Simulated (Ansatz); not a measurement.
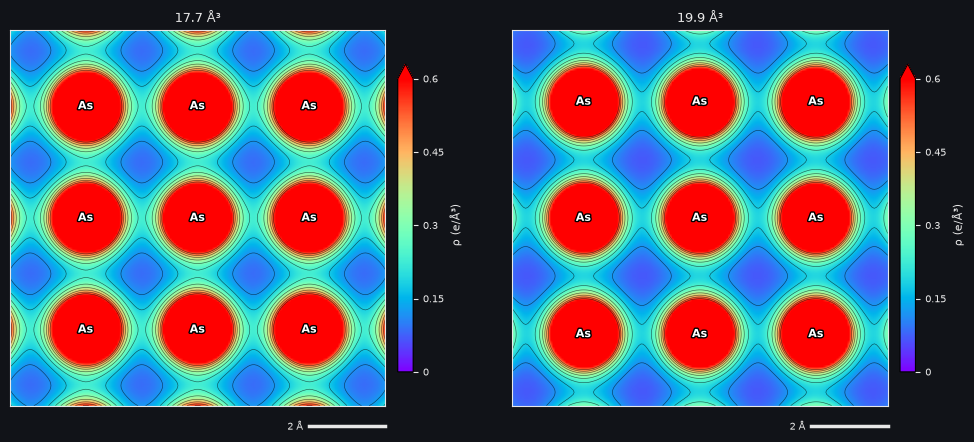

As. The valence charge density (pseudo) of cells scaled evenly to different volumes (given per atom above each panel), on the (110) plane of each (indices in the axes of the cell below), at one length scale and on one colour scale.

A generated structure, not necessarily the stable one; computed without spin polarisation.

Method: DFT, PBEsol, plane waves (420 eV) with PAW, scalar-relativistic in Ansatz.

The largest cell:

```cif
data_structure
_symmetry_space_group_name_H-M 'P 1'
_symmetry_Int_Tables_number 1
_cell_length_a 3.0427
_cell_length_b 3.0427
_cell_length_c 3.0427
_cell_angle_alpha 60.000
_cell_angle_beta 60.000
_cell_angle_gamma 60.000
_cell_volume 19.92
loop_
_atom_site_label
_atom_site_type_symbol
_atom_site_fract_x
_atom_site_fract_y
_atom_site_fract_z
_atom_site_occupancy
As1 As 0.00000 0.00000 0.00000 1
```

| volume (Å³/atom) | As–As contact in the plane (Å) | ρ at its midpoint (e/Å³) | 
| --- | --- | --- |
| 17.71 | 2.926 | 0.231 | 
| 18.44 | 2.966 | ? | 
| 19.92 | 3.043 | 0.191 | 

What values belong in the row with question marks?

Over the known rows ln ρ falls by 1.63 per Å of As–As distance (the line through the two), which gives 0.216 e/Å³ at 2.966 Å; the calculation gives 0.216 e/Å³.
